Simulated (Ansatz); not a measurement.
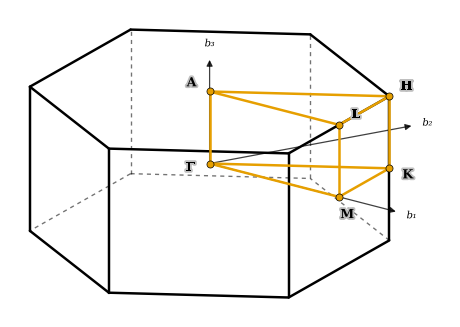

The figure shows the first Brillouin zone with its special points and a band path. Crystal: PtSe2, the geometry relaxed with Ansatz 0.2.0, DFT, PBE, PAW with Ansatz's default frozen-core files, scalar-relativistic; the starting structure was generated, so it need not be a known form of this composition. All values are computed from the atomic coordinates in the standard setting (tolerance 0.002 Å).

Labels and path follow the convention of Hinuma et al. (2017), as computed by seekpath; the arrows show the directions of the reciprocal primitive vectors b₁, b₂, b₃.

Q: Which Bravais lattice has this zone?

A: A primitive hexagonal lattice (hP; extended symbol hP2). The zone is a hexagonal prism in its combinatorial type: 8 faces (6 with 4 edges, 2 with 6 edges), 18 edges, 12 vertices.

Q: In which order does the conventional band path visit the special points?

A: Γ–M–K–Γ–A–L–H–A | L–M | H–K
